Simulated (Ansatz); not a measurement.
# AlP: molecular dynamics (part 3 of 3)

The same run, continued: AlP (F-43m, 16 atoms in the cell); DFT, r2SCAN, plane waves, PAW, no spin polarisation (Ansatz 0.2.0); cutoff 500 eV, 2×2×2 k-mesh, Fermi–Dirac smearing of 0.052 eV. The structure was built on a prototype by a generator. The geometry comes from this level: r2SCAN. It belongs to a series of runs on one base structure; here: nve at 600 K.

Geometry of the input (Å; fractional positions):
```
0.0000  5.4785  5.4785
5.4785  0.0000  5.4785
5.4785  5.4785  0.0000
Al 0.0000  0.0000  0.0000
P  0.1250  0.1250  0.1250
Al 0.0000  -0.0000  0.5000
P  0.1250  0.1250  0.6250
Al 0.0000  0.5000  -0.0000
P  0.1250  0.6250  0.1250
Al 0.0000  0.5000  0.5000
P  0.1250  0.6250  0.6250
Al 0.5000  0.0000  -0.0000
P  0.6250  0.1250  0.1250
Al 0.5000  -0.0000  0.5000
P  0.6250  0.1250  0.6250
Al 0.5000  0.5000  -0.0000
P  0.6250  0.6250  0.1250
Al 0.5000  0.5000  0.5000
P  0.6250  0.6250  0.6250
```

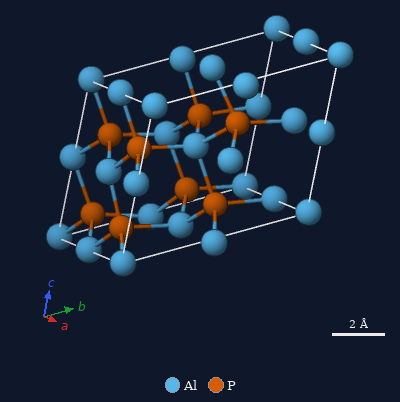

Fig. 1: The geometry at step 18 of the log (ball-and-stick view of the cell of the calculation, seen slightly off an axis).

Trajectory as extended XYZ, continued
```
16
Lattice="0.0000 5.4785 5.4785 5.4785 0.0000 5.4785 5.4785 5.4785 0.0000" Properties=species:S:1:pos:R:3:forces:R:3 step=7 time_fs=10.5 energy=-10407.43457 temperature=388.4
Al    0.0529   -0.0300   -0.0081   -0.7591   0.4993   0.6163
P     1.3781    1.3551    1.3557    0.1047   0.4008   0.1521
Al    2.7822    2.7125   -0.0561   -0.6939   0.7378   0.8439
P     4.1457    4.1046    1.3734   -0.2855  -0.1794  -0.0472
Al    2.6797    0.0121    2.7970    0.2421  -0.4702  -0.4839
P     4.1326    1.3206    4.1001   -0.2832   0.2174   0.2260
Al    5.4851    2.6938    2.7389   -0.2151   0.1920  -0.1446
P     6.7557    4.0984    4.1247    0.7442  -0.0818   0.0214
Al    0.0171    2.7443    2.7557   -0.2638   0.3663  -0.8403
P     1.3294    4.2017    4.0756    0.6675  -1.4508   0.1377
Al    2.7727    5.4777    2.8100    0.1203  -0.2617  -1.0153
P     4.0952    6.8675    4.0908    0.5980   0.1228  -0.1088
Al    2.7300    2.7116    5.4334    0.0934   0.3957   0.4072
P     4.0638    4.1294    6.8494    0.2330   0.0092  -0.1460
Al    5.4688    5.5415    5.4158   -0.0110  -0.4343   1.3910
P     6.9059    6.8379    6.9253   -0.2916  -0.0631  -1.0094
16
Lattice="0.0000 5.4785 5.4785 5.4785 0.0000 5.4785 5.4785 5.4785 0.0000" Properties=species:S:1:pos:R:3:forces:R:3 step=9 time_fs=13.5 energy=-10407.25420 temperature=295.7
Al    0.0638   -0.0358   -0.0070   -0.9088   0.6010   0.7448
P     1.3810    1.3529    1.3524    0.1229   0.4797   0.1937
Al    2.7906    2.7091   -0.0673   -0.8391   0.8794   1.0075
P     4.1547    4.1025    1.3743   -0.3413  -0.2192  -0.0573
Al    2.6640    0.0129    2.8108    0.2964  -0.5517  -0.5765
P     4.1380    1.3076    4.0987   -0.3594   0.2684   0.2667
Al    5.4857    2.6819    2.7379   -0.2475   0.2251  -0.1629
P     6.7329    4.0950    4.1293    0.8905  -0.0888   0.0283
Al    0.0205    2.7478    2.7556   -0.3087   0.4281  -0.9882
P     1.3212    4.2211    4.0669    0.7863  -1.7413   0.1346
Al    2.7829    5.4760    2.8245    0.1412  -0.3180  -1.2079
P     4.0941    6.8737    4.0851    0.7246   0.1539  -0.1278
Al    2.7279    2.7060    5.4228    0.1238   0.4592   0.4970
P     4.0520    4.1354    6.8490    0.2711   0.0026  -0.1704
Al    5.4660    5.5571    5.4058    0.0011  -0.5293   1.6347
P     6.9209    6.8346    6.9424   -0.3533  -0.0491  -1.2163
16
Lattice="0.0000 5.4785 5.4785 5.4785 0.0000 5.4785 5.4785 5.4785 0.0000" Properties=species:S:1:pos:R:3:forces:R:3 step=12 time_fs=18.0 energy=-10407.05345 temperature=192.4
Al    0.0746   -0.0409   -0.0009   -1.0059   0.6672   0.8082
P     1.3860    1.3522    1.3486    0.1350   0.5572   0.2498
Al    2.7981    2.7092   -0.0781   -0.9601   0.9778   1.1240
P     4.1665    4.0981    1.3753   -0.4047  -0.2618  -0.0634
Al    2.6423    0.0107    2.8279    0.3667  -0.6155  -0.6642
P     4.1442    1.2897    4.0981   -0.4631   0.3329   0.3002
Al    5.4852    2.6654    2.7356   -0.2579   0.2465  -0.1599
P     6.7035    4.0894    4.1364    1.0297  -0.0775   0.0439
Al    0.0237    2.7558    2.7494   -0.3504   0.4763  -1.1116
P     1.3130    4.2410    4.0545    0.8747  -1.9906   0.1642
Al    2.7992    5.4714    2.8388    0.1538  -0.3662  -1.3669
P     4.0965    6.8837    4.0759    0.8265   0.1959  -0.1114
Al    2.7255    2.7004    5.4099    0.1589   0.5117   0.5792
P     4.0359    4.1443    6.8476    0.3099  -0.0086  -0.1927
Al    5.4617    5.5772    5.4008    0.0212  -0.6335   1.8291
P     6.9416    6.8294    6.9615   -0.4343  -0.0118  -1.4287
16
Lattice="0.0000 5.4785 5.4785 5.4785 0.0000 5.4785 5.4785 5.4785 0.0000" Properties=species:S:1:pos:R:3:forces:R:3 step=14 time_fs=21.0 energy=-10406.99825 temperature=164.0
Al    0.0777   -0.0416    0.0064   -0.9747   0.6472   0.7456
P     1.3899    1.3536    1.3469    0.1314   0.5787   0.2807
Al    2.7992    2.7132   -0.0808   -0.9661   0.9576   1.1038
P     4.1730    4.0943    1.3757   -0.4334  -0.2774  -0.0605
Al    2.6293    0.0067    2.8367    0.4059  -0.6177  -0.6873
P     4.1468    1.2788    4.0987   -0.5212   0.3675   0.3040
Al    5.4838    2.6554    2.7333   -0.2382   0.2407  -0.1357
P     6.6875    4.0854    4.1412    1.0669  -0.0557   0.0571
Al    0.0244    2.7629    2.7409   -0.3622   0.4778  -1.1258
P     1.3107    4.2473    4.0468    0.8735  -2.0205   0.2250
Al    2.8106    5.4670    2.8430    0.1474  -0.3660  -1.3783
P     4.1009    6.8911    4.0694    0.8251   0.2168  -0.0631
Al    2.7245    2.6987    5.4036    0.1711   0.5202   0.5926
P     4.0262    4.1502    6.8459    0.3251  -0.0150  -0.1984
Al    5.4589    5.5880    5.4047    0.0314  -0.6729   1.8401
P     6.9538    6.8258    6.9693   -0.4820   0.0187  -1.4998
16
Lattice="0.0000 5.4785 5.4785 5.4785 0.0000 5.4785 5.4785 5.4785 0.0000" Properties=species:S:1:pos:R:3:forces:R:3 step=16 time_fs=24.0 energy=-10407.01233 temperature=171.1
Al    0.0778   -0.0402    0.0162   -0.8725   0.5821   0.6031
P     1.3941    1.3567    1.3460    0.1177   0.5741   0.3044
Al    2.7973    2.7202   -0.0800   -0.9131   0.8713   1.0072
P     4.1783    4.0897    1.3760   -0.4495  -0.2825  -0.0530
Al    2.6176    0.0008    2.8433    0.4378  -0.5884  -0.6827
P     4.1478    1.2690    4.1001   -0.5671   0.3952   0.2939
Al    5.4817    2.6461    2.7307   -0.1984   0.2201  -0.0937
P     6.6745    4.0813    4.1463    1.0613  -0.0242   0.0705
Al    0.0240    2.7717    2.7287   -0.3616   0.4550  -1.0851
P     1.3107    4.2480    4.0398    0.8328  -1.9466   0.3176
Al    2.8225    5.4613    2.8427    0.1270  -0.3353  -1.3143
P     4.1076    6.8990    4.0627    0.7688   0.2259   0.0138
Al    2.7240    2.6987    5.3992    0.1725   0.5089   0.5715
P     4.0175    4.1560    6.8437    0.3320  -0.0199  -0.1974
Al    5.4562    5.5968    5.4146    0.0362  -0.6852   1.7568
P     6.9648    6.8224    6.9730   -0.5238   0.0497  -1.5125
16
Lattice="0.0000 5.4785 5.4785 5.4785 0.0000 5.4785 5.4785 5.4785 0.0000" Properties=species:S:1:pos:R:3:forces:R:3 step=18 time_fs=27.0 energy=-10407.08439 temperature=208.1
Al    0.0750   -0.0370    0.0278   -0.7150   0.4851   0.3992
P     1.3986    1.3613    1.3459    0.0932   0.5422   0.3192
Al    2.7924    2.7301   -0.0759   -0.8088   0.7290   0.8453
P     4.1823    4.0844    1.3761   -0.4506  -0.2774  -0.0428
Al    2.6074   -0.0070    2.8476    0.4609  -0.5295  -0.6523
P     4.1473    1.2603    4.1024   -0.5978   0.4158   0.2714
Al    5.4789    2.6376    2.7277   -0.1417   0.1871  -0.0355
P     6.6644    4.0770    4.1515    1.0163   0.0146   0.0817
Al    0.0224    2.7818    2.7131   -0.3483   0.4089  -0.9902
P     1.3131    4.2433    4.0337    0.7650  -1.7838   0.4275
Al    2.8348    5.4546    2.8381    0.0907  -0.2731  -1.1802
P     4.1165    6.9076    4.0560    0.6654   0.2172   0.1119
Al    2.7241    2.7003    5.3967    0.1628   0.4787   0.5177
P     4.0096    4.1619    6.8409    0.3301  -0.0234  -0.1898
Al    5.4537    5.6033    5.4301    0.0348  -0.6695   1.5837
P     6.9742    6.8190    6.9723   -0.5570   0.0782  -1.4669
16
Lattice="0.0000 5.4785 5.4785 5.4785 0.0000 5.4785 5.4785 5.4785 0.0000" Properties=species:S:1:pos:R:3:forces:R:3 step=21 time_fs=31.5 energy=-10407.25155 temperature=294.0
Al    0.0668   -0.0293    0.0474   -0.4196   0.3124   0.0366
P     1.4059    1.3711    1.3475    0.0365   0.4432   0.3216
Al    2.7804    2.7490   -0.0649   -0.5818   0.4430   0.5185
P     4.1859    4.0749    1.3761   -0.4171  -0.2527  -0.0284
Al    2.5947   -0.0218    2.8503    0.4753  -0.3919  -0.5633
P     4.1434    1.2495    4.1072   -0.6099   0.4322   0.2190
Al    5.4740    2.6259    2.7231   -0.0347   0.1226   0.0756
P     6.6546    4.0708    4.1598    0.8852   0.0808   0.0879
Al    0.0179    2.7995    2.6838   -0.3027   0.2997  -0.7507
P     1.3207    4.2270    4.0268    0.6383  -1.4159   0.5790
Al    2.8537    5.4430    2.8245    0.0040  -0.1252  -0.8687
P     4.1331    6.9216    4.0467    0.4489   0.1623   0.2737
Al    2.7252    2.7055    5.3959    0.1302   0.3996   0.3851
P     3.9996    4.1705    6.8358    0.3080  -0.0271  -0.1666
Al    5.4500    5.6091    5.4625    0.0223  -0.5955   1.1727
P     6.9855    6.8145    6.9638   -0.5829   0.1125  -1.2919
16
Lattice="0.0000 5.4785 5.4785 5.4785 0.0000 5.4785 5.4785 5.4785 0.0000" Properties=species:S:1:pos:R:3:forces:R:3 step=23 time_fs=34.5 energy=-10407.36300 temperature=351.3
Al    0.0595   -0.0228    0.0608   -0.2120   0.1969  -0.2043
P     1.4108    1.3793    1.3497   -0.0134   0.3455   0.3088
Al    2.7699    2.7636   -0.0554   -0.4020   0.2267   0.2740
P     4.1869    4.0677    1.3759   -0.3672  -0.2263  -0.0239
Al    2.5882   -0.0332    2.8498    0.4689  -0.2733  -0.4798
P     4.1387    1.2437    4.1112   -0.5929   0.4330   0.1747
Al    5.4705    2.6186    2.7203    0.0431   0.0762   0.1586
P     6.6511    4.0670    4.1656    0.7636   0.1265   0.0806
Al    0.0137    2.8125    2.6612   -0.2536   0.2033  -0.5315
P     1.3280    4.2110    4.0242    0.5473  -1.1173   0.6421
Al    2.8664    5.4347    2.8117   -0.0746   0.0023  -0.6070
P     4.1459    6.9316    4.0414    0.2832   0.0985   0.3732
Al    2.7265    2.7106    5.3969    0.0999   0.3256   0.2720
P     3.9940    4.1761    6.8318    0.2781  -0.0298  -0.1437
Al    5.4477    5.6105    5.4891    0.0097  -0.5170   0.8153
P     6.9910    6.8118    6.9536   -0.5783   0.1291  -1.1092
16
Lattice="0.0000 5.4785 5.4785 5.4785 0.0000 5.4785 5.4785 5.4785 0.0000" Properties=species:S:1:pos:R:3:forces:R:3 step=25 time_fs=37.5 energy=-10407.44576 temperature=393.9
Al    0.0515   -0.0158    0.0735   -0.0140   0.0890  -0.4202
P     1.4158    1.3884    1.3527   -0.0707   0.2271   0.2843
Al    2.7582    2.7789   -0.0449   -0.2125   0.0058   0.0309
P     4.1868    4.0598    1.3757   -0.2943  -0.1929  -0.0257
Al    2.5832   -0.0456    2.8477    0.4485  -0.1391  -0.3814
P     4.1323    1.2392    4.1156   -0.5551   0.4249   0.1256
Al    5.4671    2.6116    2.7180    0.1194   0.0326   0.2420
P     6.6499    4.0634    4.1716    0.6221   0.1713   0.0615
Al    0.0087    2.8262    2.6368   -0.1886   0.0914  -0.2720
P     1.3368    4.1919    4.0233    0.4521  -0.7954   0.6588
Al    2.8789    5.4264    2.7970   -0.1661   0.1439  -0.3204
P     4.1595    6.9418    4.0371    0.1138   0.0186   0.4537
Al    2.7281    2.7168    5.3989    0.0670   0.2363   0.1496
P     3.9892    4.1817    6.8274    0.2346  -0.0343  -0.1154
Al    5.4454    5.6103    5.5183   -0.0036  -0.4210   0.4099
P     6.9948    6.8095    6.9402   -0.5525   0.1417  -0.8810
16
Lattice="0.0000 5.4785 5.4785 5.4785 0.0000 5.4785 5.4785 5.4785 0.0000" Properties=species:S:1:pos:R:3:forces:R:3 step=28 time_fs=42.0 energy=-10407.48100 temperature=412.0
Al    0.0396   -0.0047    0.0899    0.2427  -0.0557  -0.6705
P     1.4228    1.4031    1.3587   -0.1643   0.0244   0.2273
Al    2.7394    2.8017   -0.0293    0.0709  -0.3114  -0.2968
P     4.1853    4.0471    1.3753   -0.1470  -0.1306  -0.0402
Al    2.5784   -0.0649    2.8425    0.3910   0.0784  -0.2158
P     4.1198    1.2346    4.1230   -0.4606   0.3956   0.0471
Al    5.4629    2.6012    2.7161    0.2196  -0.0180   0.3541
P     6.6511    4.0591    4.1810    0.3878   0.2326   0.0081
Al    0.0001    2.8471    2.5990   -0.0634  -0.0978   0.1711
P     1.3524    4.1594    4.0255    0.2935  -0.2959   0.5865
Al    2.8964    5.4150    2.7733   -0.3144   0.3616   0.1183
P     4.1803    6.9571    4.0332   -0.1292  -0.1139   0.5244
Al    2.7308    2.7274    5.4026    0.0215   0.0785  -0.0288
P     3.9831    4.1898    6.8202    0.1442  -0.0473  -0.0653
Al    5.4419    5.6075    5.5641   -0.0205  -0.2579  -0.2447
P     6.9977    6.8068    6.9157   -0.4719   0.1573  -0.4748
16
Lattice="0.0000 5.4785 5.4785 5.4785 0.0000 5.4785 5.4785 5.4785 0.0000" Properties=species:S:1:pos:R:3:forces:R:3 step=30 time_fs=45.0 energy=-10407.43732 temperature=389.5
Al    0.0325    0.0025    0.0983    0.3786  -0.1425  -0.7806
P     1.4269    1.4130    1.3636   -0.2267  -0.1163   0.1772
Al    2.7271    2.8157   -0.0200    0.2497  -0.5026  -0.4735
P     4.1837    4.0381    1.3749   -0.0322  -0.0802  -0.0540
Al    2.5767   -0.0775    2.8380    0.3364   0.2249  -0.1006
P     4.1099    1.2330    4.1280   -0.3743   0.3644  -0.0058
Al    5.4609    2.5942    2.7162    0.2704  -0.0367   0.4115
P     6.6533    4.0570    4.1873    0.2280   0.2675  -0.0434
Al   -0.0060    2.8607    2.5742    0.0338  -0.2314   0.4824
P     1.3638    4.1365    4.0291    0.1714   0.0357   0.4772
Al    2.9069    5.4087    2.7578   -0.4085   0.4945   0.3911
P     4.1938    6.9670    4.0324   -0.2763  -0.1993   0.5350
Al    2.7328    2.7348    5.4050   -0.0003  -0.0379  -0.1287
P     3.9796    4.1951    6.8152    0.0710  -0.0619  -0.0282
Al    5.4395    5.6045    5.5939   -0.0276  -0.1458  -0.6798
P     6.9980    6.8056    6.8976   -0.3933   0.1676  -0.1799
```

Results in brief

| quantity | value |
| --- | --- |
| outcome | finished |
| mean temperature over the second half | 312 K |
| trajectory | 30 steps, 45 fs |
| ensemble | nve |
| temperature in the input | 600 K |
| time step | 1.5 fs |
| space group of the start (tolerance 0.01 Å) | F-43m (216) |
| electrons treated | 64 |
| potential energy (free energy of the electrons) (last step) | −10407.4373 eV |
| Fermi energy (last step) | 5.747 eV |
| largest force (length of the vector) (last step) | 0.879 eV/Å |
| wall time | 4.4 min (CPU time 17 min) |
| peak memory | 1.8 GiB |

Remarks

The k-point mesh is coarse for a cell of this size, so the results may not be converged. So short a trajectory is not equilibrated.
